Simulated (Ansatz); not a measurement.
**Where Cl_O puts its levels in the gap of HfO2 (P2_1/c)**

Charge states of Cl_O in HfO2 (P2_1/c), set against the band edges. Model: a cell of 96 host atoms with 1 O taken out and 1 Cl put in.

Program: Ansatz 0.2.0. Level of theory: place-levels on r2SCAN runs: charge-transition levels and formation energies with image-charge correction and potential alignment at the atomic sites; PAW set soft_1. Results are calculated unless marked as measured.

### Step 1. Starting point

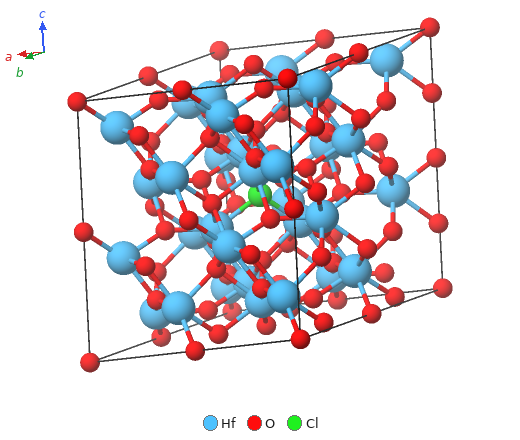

The starting structure, seen from a free direction (hafnium blue, oxygen red, chlorine green). Bonds to atoms that aren't drawn are left out. Some periodic images of atoms are drawn too.

The cell holds 96 atoms: 32 Hf, 63 O and 1 Cl. Cell: a = 10.229 Å, b = 10.363 Å, c = 10.593 Å, α = 90.0°, β = 99.5°, γ = 90.0°. It derives from HfO2 (space group P2_1/c). Nearest the centre at fractional (0.724, 0.371, 0.489): Cl53 at 0.00 Å, Hf49 at 2.14 Å, Hf50 at 2.16 Å, Hf88 at 2.24 Å, Hf63 at 2.25 Å, O70 at 2.53 Å, O67 at 2.57 Å, O68 at 2.65 Å.

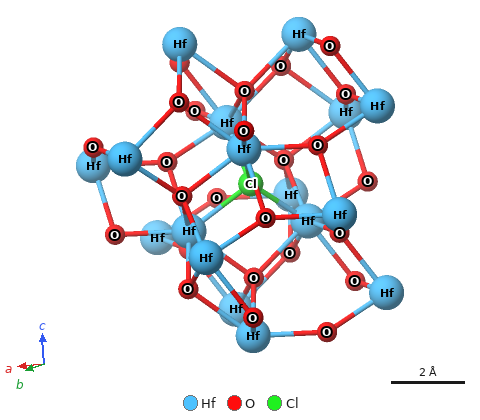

The atoms within 5 Å of the centre.

Screening for the image-charge correction: ε∞ = principal values (4.68, 5.06, 5.10), ε0 = principal values (15.30, 19.46, 21.76), computed on the host (DFPT, PBEsol, on the r2SCAN cell), and a cell off the functional's own equilibrium shifts the ionic part.

The cell's shortest repeat is 10.2 Å.

### Step 2. Charge states

A transition level is the Fermi level at which two charge states cost the same, so each charge needs its own total energy, at its own relaxed structure.

Each atom starts 0.05 Å or so off its site in a random direction. Forces are taken at one point at (¼, ¼, ¼). The cell holds 1 electron fewer than the neutral one, with a uniform background that keeps it neutral on the whole.

The sampling was tested on the host first: at the k-points planned (1x1x1 shifted 0.25 0.25 0.25) its energy lies 0.000 eV an atom from the dense-mesh value, under the bound of 0.02 eV set for this test; that bounds the host's error, not the defect's.

One state's input; the others differ in charge, spin, start and seed, and in occupations where the table says so.

File qp1.relax/input.yaml:

```yaml
crystal:
  lattice:
    - [5.11472524, 0.0, 0.00439096]
    - [0.0, 5.18131434, 0.0]
    - [-0.8752188, 0.0, 5.22383757]
  atoms:
    - { symbol: Hf, position: [0.27617734, 0.45817284, 0.70826142] }
    - { symbol: Hf, position: [0.72382266, 0.95817284, 0.79173858] }
    - { symbol: Hf, position: [0.72382266, 0.54182716, 0.29173858] }
    - { symbol: Hf, position: [0.27617734, 0.04182716, 0.20826142] }
    - { symbol: O, position: [0.44799697, 0.74237157, 0.97842192] }
    - { symbol: O, position: [0.55200303, 0.24237157, 0.52157808] }
    - { symbol: O, position: [0.55200303, 0.25762843, 0.02157808] }
    - { symbol: O, position: [0.44799697, 0.75762843, 0.47842192] }
    - { symbol: O, position: [0.06994267, 0.33347536, 0.34426322] }
    - { symbol: O, position: [0.93005733, 0.83347536, 0.15573678] }
    - { symbol: O, position: [0.93005733, 0.66652464, 0.65573678] }
    - { symbol: O, position: [0.06994267, 0.16652464, 0.84426322] }
  supercell: [2, 2, 2]
  defects: [{ substitution: { at: 52, symbol: Cl } }]
total_charge: 1
basis:
  ecutwfc: 500
  xc_grid: 2
hamiltonian:
  xc: r2scan
  pseudopotentials: { kind: paw, azcp: { folder: soft_1 } }
kpoints:
  mp_grid: { grid: [1, 1, 1], shift: [0.25, 0.25, 0.25] }
scf:
  occupations: { method: fixed }
  max_iter: 80
output:
  forces: true
  charged_corrections:
    epsilon: [[5.04, 0.0, 0.14], [0.0, 5.06, 0.0], [0.14, 0.0, 4.74]]
    static_epsilon: [[21.35, 0.0, 1.58], [0.0, 19.46, 0.0], [1.58, 0.0, 15.71]]
relax:
  f_tol: 0.02
  max_steps: 80
  random_displacement: { amplitude: 0.05, seed: 3377 }
checkpoint:
  write: "../qp1.relax.run"
  compress: false
  write_wavefunctions: true
  write_every: 100000
```

Launch:

```bash
$ ansatz run input.yaml --threads 32 --pin off --max-ram 56524MiB --backend cuda --events-out ev --progress --plain --runs-dir out --max-vram 78GiB
```

Defect states can disperse in a cell of this size, so the energy is taken again at a 2×2×2 shifted mesh, on the relaxed structure.

The run of this state that the levels use, under r2SCAN:

File qp1.point/input.yaml:

```yaml
crystal:
  checkpoint: "../qp1.relax.run"
  host: checkpoint
total_charge: 1
basis:
  ecutwfc: 500
  xc_grid: 2
hamiltonian:
  xc: r2scan
  pseudopotentials: { kind: paw, azcp: { folder: soft_1 } }
kpoints:
  mp_grid: { grid: [2, 2, 2], shift: [0.5, 0.5, 0.5] }
scf:
  occupations: { method: fermi_dirac, width: 0.01 }
  max_iter: 80
output:
  forces: true
  eigenvalues: true
  charged_corrections:
    epsilon: [[5.04, 0.0, 0.14], [0.0, 5.06, 0.0], [0.14, 0.0, 4.74]]
    static_epsilon: [[21.35, 0.0, 1.58], [0.0, 19.46, 0.0], [1.58, 0.0, 15.71]]
    defect_position: [0.723998, 0.371186, 0.489211]
  eigenstates: { localisation: true }
  populations: true
  band_densities: [{ bands: [v1, v1] }, { bands: [c1, c1] }]
  write_density: true
  write_potential: true
  volumetric_format: npy
  elf: true
checkpoint:
  read: "../qp1.relax.run"
  write: "../qp1.point.run"
  compress: false
  write_wavefunctions: false
  write_every: 100000
```

Relaxations under r2SCAN at one point at (¼, ¼, ¼); times on 1 × NVIDIA GB200 with 32 threads of Arm Neoverse V2, shared host:

```csv
charge,moment (μB),occupations,outcome,steps,largest displacement against the far atoms (Å),time
0,1,fixed,converged,8,0.31,20 s
+1,0,fixed,converged,7,0.34,9.7 s
```

Single points under r2SCAN at a 2×2×2 shifted mesh; times on 1 × NVIDIA GB200 with 32 threads of Arm Neoverse V2, shared host:

```csv
charge,moment (μB),occupations,outcome,time
0,1,fermi-dirac,converged,18 s
+1,0,fermi-dirac,converged,6.4 s
```

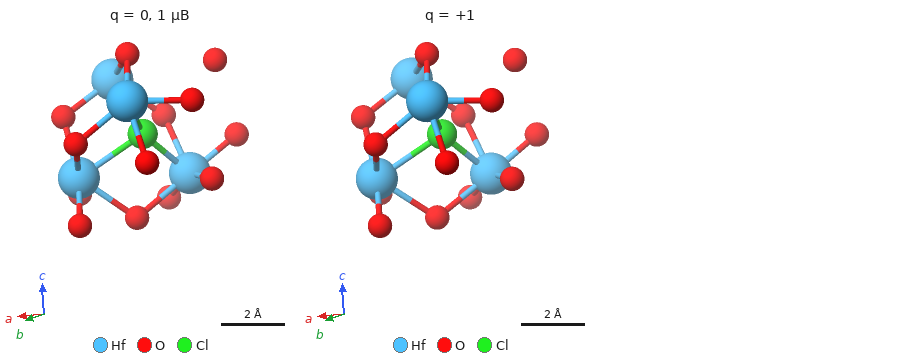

The structures near the centre after relaxation with r2SCAN, by charge. Bonds to atoms that aren't drawn are left out.

Distances (Å) from Cl53 to the nearest atoms after relaxation with r2SCAN:

```csv
charge,moment (μB),1.,2.,3.,4.,5.,6.
0,1,Hf 2.36,Hf 2.40,Hf 2.51,Hf 2.53,O 2.66,O 2.68
+1,0,Hf 2.38,Hf 2.43,Hf 2.53,Hf 2.54,O 2.63,O 2.67
```

### Step 3. place-levels, r2SCAN

A charged cell interacts with its images and the background, and its potential has another zero than the host's. place-levels removes the first by a point-charge model, screened by the static dielectric constant since the ions have relaxed around the charge, and the second by comparing potentials at atoms far from the defect.

The host is a run of the defect-free crystal in the same cutoffs, grids and k-points, so that basis and sampling errors cancel in part in the differences. Its band edges come from a run of the primitive cell that searches the zone for them. The host is run in a cell of 24 atoms on a matching mesh. Chemical potentials are energies per atom of O (O2 molecule) and Cl (Cl2 molecule), run with the same functional and cutoff.

File levels.point.yaml:

```yaml
host:
  run: host.point.run
  levels_from: { run: edges.point.run }
states: [q0_M1.point.run, qp1.point.run]
geometry_from:
  q0_M1.point.run: q0_M1.relax.run
  qp1.point.run: qp1.relax.run
  host.point.run: host.relax.run
chemical_potentials:
  O:
    energy: -565.989614
    dataset: <sha256 of the dataset>
  Cl:
    energy: -1083.515636
    dataset: "<sha256 of the dataset>"
epsilon:
  - [5.04, 0.0, 0.14]
  - [0.0, 5.06, 0.0]
  - [0.14, 0.0, 4.74]
static_epsilon:
  - [21.35, 0.0, 1.58]
  - [0.0, 19.46, 0.0]
  - [1.58, 0.0, 15.71]
vertical:
  - { from: qp1.point.run, to: qp1.point_neutral.run }
```

Launch:

```bash
$ ansatz place-levels levels.point.yaml -- --threads 32 --pin off --max-ram 56524MiB --backend cuda --max-vram 78GiB
```

Numbers of over 12 decimals in the logs are rounded to 6 here.

Log:

```text
[... repeated set-up lines and file paths are left out, and long positions are rounded to six places ...]
(+1/0) 4.551 eV above the valence edge, 0.045 eV under the conduction edge
formation energy of charge +1: +2.486 eV with the Fermi level at the valence edge
formation energy of charge 0: +7.037 eV with the Fermi level at the valence edge
vertical +1 to 0: no energy, since no alignment is typed
  the change from vertical[0].from (qp1.point.run) to vertical[0].to (qp1.point_neutral.run): by its potential at epsilon [[5.04, 0, 0.14], [0, 5.06, 0], [0.14, 0, 4.74]] it stands at 0.685 0.353 0.393, with an rms radius of about 5.9 Å (3.5 3.7 2.9 Å across [...]
  edges by r2scan of host.levels_from (edges.point.run), its mesh sampled to repeats of 30.69 Å (the valence edge +0.092 eV and the conduction edge -0.106 eV from those of the host's own run), gap 4.596 eV; the host is sampled to repeats of 26.92 Å
  the defect's cells are sampled to repeats of 26.92 Å, like sampling
  charge +1: -540596.7122 eV with its correction of +0.207 eV, at epsilon [[21.35, 0, 1.58], [0, 19.46, 0], [1.58, 0, 15.71]], aligned at sites: +0.1015 eV, mean over 53 atomic sites at or beyond 5.11 Å from the defect at [0.7240, 0.3712, 0.4892], with [...]
  charge 0: +0.000 eV for its dipole among its images, +0.000 omitted
  of states[1] (qp1.point.run): it parts from the run at its places by a charge that spreads by about 3.7 Å along one vector (1.8 Å or more is wide), by its potential at epsilon [[5.04, 0, 0.14], [0, 5.06, 0], [0.14, 0, 4.74]], taken for that of held ions [...]
  of states[0] (q0_M1.point.run): its displacements don't fall off away from the defect: farther atoms stand 0.024 Å off the host's places. [...]
  of vertical[0].from (qp1.point.run): its displacements don't fall off away from the defect: farther atoms stand 0.024 Å off the host's places. [...]
  vertical[0].to (qp1.point_neutral.run): levels filled in part (TS 0.001 eV): its energy is of no whole electron's
  of vertical[0].to (qp1.point_neutral.run): its displacements don't fall off away from the defect: farther atoms stand 0.024 Å off the host's places. [...]
```

The job ended after 0.24 s (32 threads of Arm Neoverse V2, shared host).

Under r2SCAN the gap is 4.60 eV, (+1/0) 4.55 eV.

Levels between the charges placed, in eV above the valence top:

```csv
,gap (eV),(+1/0)
r2SCAN,4.60,4.55
```

Corrections by state:

```csv
charge,moment (μB),image terms and alignment (eV),band filling (eV),ε used,"over the lowest of its charge, as the program ranks them, band filling apart (eV)"
+1,0.0,0.207,-,"principal values (15.30, 19.46, 21.76)",0.000
0,1.0,0.000,-,-,0.000
```

The charged structures listed were also run neutral, and place-levels reads from each pair, by the potential or the spins, how wide the charge is by which they differ; that can be the carrier of either run.

```csv
charge,rms radius (Å),spread where it is widest against the cell (Å),wide from (Å),reading
+1,5.9,3.65,1.79,wide
```

The neutral runs of these pairs need not share the spin of the lowest neutral state, and very wide values only mean spread over the cell.

From the program's caveats on the states, each cut to its opening words:

- charge +1: it parts from the run at its places by a charge that spreads by about 3.7 Å along one vector (1.8 Å or more is wide), by its potential at epsilon [[5.04, 0, [...]
- charge +1: its alignment with the host at atomic sites is doubtful: the mean over the far sites moves by +0.0612 eV from their farther parts to their nearer, more than [...]
- charge +1, 0 (1 μB): its displacements don't fall off away from the defect: farther atoms stand 0.024 Å off the host's places
- charge 0 (1 μB): flagged: stability check not made

The host's formation energy from the elements is -3.796 eV per atom; it sets how far the chemical potentials can move.

Limit set by the element alone; other compounds of these elements are not counted. Chemical potentials from the elements' reference states: Hf 0.00 eV, O -5.69 eV, Cl 0.00 eV. Formation energy by charge state (Hf-rich; gap 4.60 eV):

```csv
charge,at valence top (eV),at conduction bottom (eV),correction included (eV)
+1,-3.21,1.39,0.21
0,1.34,1.34,0.00
```

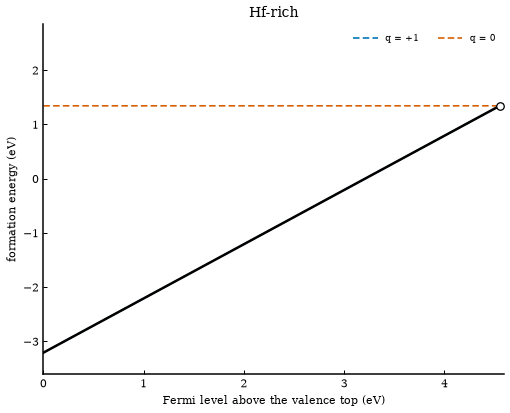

Formation energy against Fermi level; the thick line follows the lowest charge state and circles mark the transition levels.

Limit set by the element alone; other compounds of these elements are not counted. Chemical potentials from the elements' reference states: O 0.00 eV, Hf -11.39 eV, Cl 0.00 eV. Formation energy by charge state (O-rich; gap 4.60 eV):

```csv
charge,at valence top (eV),at conduction bottom (eV),correction included (eV)
+1,2.49,7.08,0.21
0,7.04,7.04,0.00
```

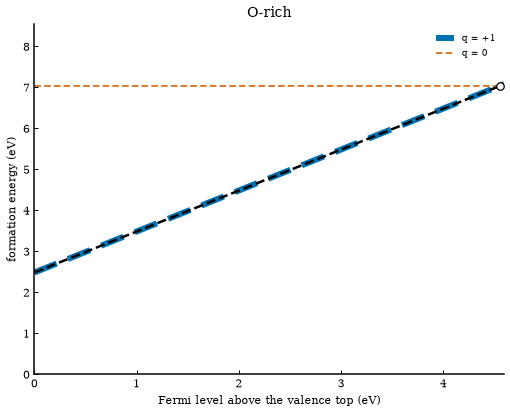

Formation energy against Fermi level; the thick line follows the lowest charge state and circles mark the transition levels.

Charge transition levels, in eV, zero at the valence-band top of the host:

```csv
,conduction bottom,valence top
Cl_O,4.60,0.00
```

```csv
,level,energy (eV)
Cl_O,(+1/0),4.55
```

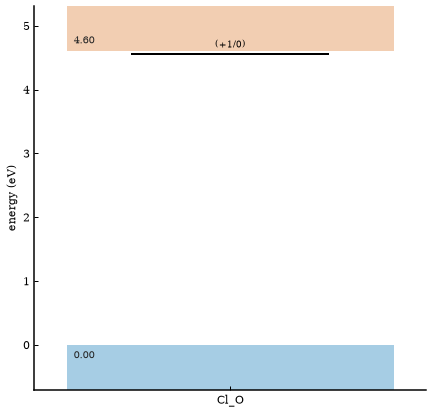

Charge transition levels. Shaded: valence and conduction bands.

### Step 4. The same at the relaxations' own k-points

The relaxations' own energies give the levels at their sampling, for comparison.

File levels.relax_mesh.yaml:

```yaml
host:
  run: host.relax.run
  levels_from: { run: edges.relax.run }
states: [q0_M1.relax.run, qp1.relax.run]
chemical_potentials:
  O:
    energy: -565.989614
    dataset: <sha256 of the dataset>
  Cl:
    energy: -1083.515636
    dataset: "<sha256 of the dataset>"
```

Launch:

```bash
$ ansatz place-levels levels.relax_mesh.yaml -- --threads 32 --pin off --max-ram 56524MiB --backend cuda --max-vram 78GiB
```

Log:

```text
(+1/0) 4.555 eV above the valence edge, 0.041 eV under the conduction edge
formation energy of charge +1: +2.487 eV with the Fermi level at the valence edge
formation energy of charge 0: +7.042 eV with the Fermi level at the valence edge
  edges by r2scan of host.levels_from (edges.relax.run), its mesh sampled to repeats of 30.69 Å (the valence edge +0.096 eV and the conduction edge -0.182 eV from those of the host's own run), gap 4.596 eV; the host is sampled to repeats of 14.56 Å
[... the lines on each state left out ...]
```

The job ended after 0.1 s (32 threads).

Levels between neighbouring charges, in eV above the valence top:

```csv
,gap (eV),(+1/0)
"one point at (¼, ¼, ¼)",4.60,4.55
a 2×2×2 shifted mesh,4.60,4.55
```

Going from one point at (¼, ¼, ¼) to a 2×2×2 shifted mesh moves the levels that carry no band-filling term by up to 0.00 eV and formation energies against the elements by up to 0.00 eV.

### Step 5. place-levels, PBEsol

PBEsol on the same structure is run to see how far the result rests on the functional, though not on the errors that semilocal functionals share; the sampling changes too, to one point at (¼, ¼, ¼), so differences hold both changes.

File qp1.pbesol/input.yaml:

```yaml
crystal:
  checkpoint: "../qp1.relax.run"
  host: checkpoint
total_charge: 1
basis:
  ecutwfc: 420
  xc_grid: 2
hamiltonian:
  xc: pbesol
  pseudopotentials: { kind: paw, azcp: { folder: soft_1 }, xc_functional: pbe }
kpoints:
  mp_grid: { grid: [1, 1, 1], shift: [0.25, 0.25, 0.25] }
scf:
  occupations: { method: fermi_dirac, width: 0.01 }
  max_iter: 80
output:
  forces: true
  eigenvalues: true
  charged_corrections:
    epsilon: [[5.04, 0.0, 0.14], [0.0, 5.06, 0.0], [0.14, 0.0, 4.74]]
    static_epsilon: [[21.35, 0.0, 1.58], [0.0, 19.46, 0.0], [1.58, 0.0, 15.71]]
    defect_position: [0.723998, 0.371186, 0.489211]
  eigenstates: { localisation: true }
  populations: true
  band_densities: [{ bands: [v1, v1] }, { bands: [c1, c1] }]
  write_density: true
  write_potential: true
  volumetric_format: npy
checkpoint:
  write: "../qp1.pbesol.run"
  compress: false
  write_wavefunctions: false
  write_every: 100000
```

The job ended after 3.6 s (1 × NVIDIA GB200 with 32 threads; peak memory 1.5 GiB).

File levels.pbesol.yaml:

```yaml
host:
  run: host.pbesol.run
states: [q0_M1.pbesol.run, qp1.pbesol.run]
geometry_from:
  q0_M1.pbesol.run: q0_M1.relax.run
  qp1.pbesol.run: qp1.relax.run
  host.pbesol.run: host.relax.run
chemical_potentials:
  O:
    energy: -558.291301
    dataset: <sha256 of the dataset>
  Cl:
    energy: -1060.712045
    dataset: "<sha256 of the dataset>"
```

Launch:

```bash
$ ansatz place-levels levels.pbesol.yaml -- --threads 32 --pin off --max-ram 56524MiB --backend cuda --max-vram 78GiB
```

Log:

```text
(+1/0) 3.993 eV above the valence edge, in the conduction band
formation energy of charge +1: +2.383 eV with the Fermi level at the valence edge
formation energy of charge 0: +6.376 eV with the Fermi level at the valence edge
  edges by pbesol, gap 3.982 eV; the host is sampled to repeats of 14.56 Å
[... the lines on each state left out ...]
```

It took 0.14 s on 32 threads.

Under PBEsol the gap is 3.98 eV, (+1/0) 3.99 (outside the gap) eV.

### Step 6. The ladder

Levels between neighbouring charges, in eV above each run's own valence top:

```csv
,gap (eV),(+1/0),GPU time a state at this stage (restarts are quicker than cold starts)
"r2SCAN, 2×2×2 shifted mesh",4.60,4.55,12 s
"PBEsol on r2SCAN structures, (¼, ¼, ¼)",3.98,3.99,5.9 s
```

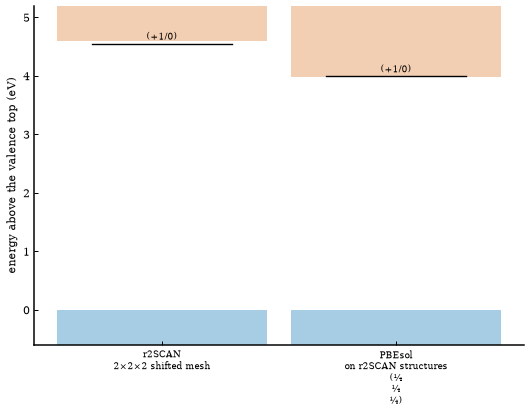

Levels between stable charges at each rung, each against its own band edges (shaded).

### Step 7. What came out

| Property | Result |
| --- | --- |
| gap of the host | 4.60 eV (r2SCAN) |
| level (plus 1/0) | 4.55 eV above the valence top |
| lowest of the charges placed, just above the valence top (0.02 eV) | +1 |
| lowest of the charges placed, just below the conduction bottom (0.02 eV) | 0 |
| lowest formation energy at mid-gap of the charges run, Hf-rich | -0.91 eV |
| lowest formation energy at mid-gap of the charges run, O-rich | 4.78 eV |

Of the charges placed (0 and +1), the lowest changes at 4.55 eV (+1/0) above the valence top, in a gap of 4.60 eV. (+1/0) lies nearer to a band edge than the share of the finite-size correction in it (0.21 eV), and that correction holds for a localised charge alone. (+1/0) lies 0.05 eV from a band edge, less than the doubt on such levels. Charges above +1 and below 0 were not placed, so these runs say nothing of levels that involve them. States placed: +1 at 0 μB; 0 at 1 μB. Other spin states or structures, where not listed, weren't placed. Cl is taken at its element; compounds, which aren't counted here, bound the chemical potentials and would shift these formation energies. Going from one point at (¼, ¼, ¼) to a 2×2×2 shifted mesh moves the levels that carry no band-filling term by up to 0.00 eV and formation energies against the elements by up to 0.00 eV. The program doubts the alignment of potentials for at least one state, a sign that the cell is small. Keep in mind: r2SCAN makes the gap too small and tends to spread out bound carriers; where a gas molecule sets a chemical potential or the host's formation energy, its binding is uncorrected; spin–orbit coupling, which can matter with heavy atoms, is left out.

[Logs are printed without paths, hosts, clocks, repeated set-up lines and the standing remarks that a program may print on its own settings, such as how far it seeks lower states.]

[Hosts, paths, dates, database ids (printed as entryN), source tags and the programs' standing remarks are cut or masked in the printed files.]

[Where a table of states has a column of steps, it counts the stored structures, which are thinned; the runs took as many ionic steps or more.]

[A defect's name tells the site on which it was built; relaxed atoms can leave that site.]

[For some hosts the program warned that the k-mesh of the response run may be too coarse for force constants and the static dielectric constant; such warnings are not shown here.]
